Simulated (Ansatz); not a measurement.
Consider this structure.

```
CELL_PARAMETERS angstrom
3.21626 0.00000 0.00000
0.00000 3.21626 0.00000
0.00000 0.00000 4.27557
ATOMIC_POSITIONS crystal
Ga 0.00000 0.00000 0.00000
N 0.50000 0.00000 0.25000
Ga 0.50000 0.50000 0.50000
N 0.00000 0.50000 0.75000
```

> Describe what this structure looks like.

The structure is one of GaN. The lattice is body-centred tetragonal and the space group I-4m2 (No. 119). Atoms per cell: 4 (2 Ga, 2 N). Ga is surrounded by four N in a tetrahedral arrangement at 1.93 Å. Each N atom is coordinated by four Ga in a tetrahedral arrangement at 1.93 Å. The bonds build a three-dimensional framework.

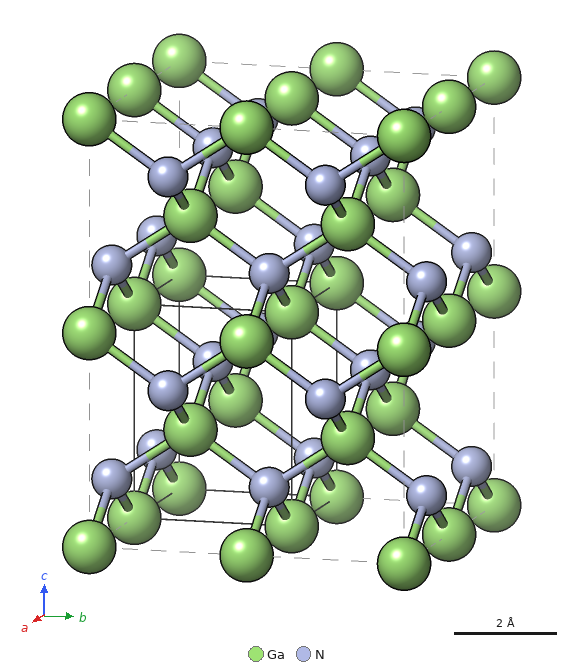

Crystal structure, ball-and-stick style, seen slightly off an axis. A block of 2×2×2 cells is shown, with one conventional unit cell in solid outline. Colours: gallium green, nitrogen light blue.

It goes back to a structure listed in the Materials Project. The cell was then strained or its atoms displaced on purpose. A calculation with Ansatz used it as input.

At this level of theory the cell isn't at rest (compressed, at 12 GPa), so its distances can differ from those at equilibrium, the more so the softer the solid.
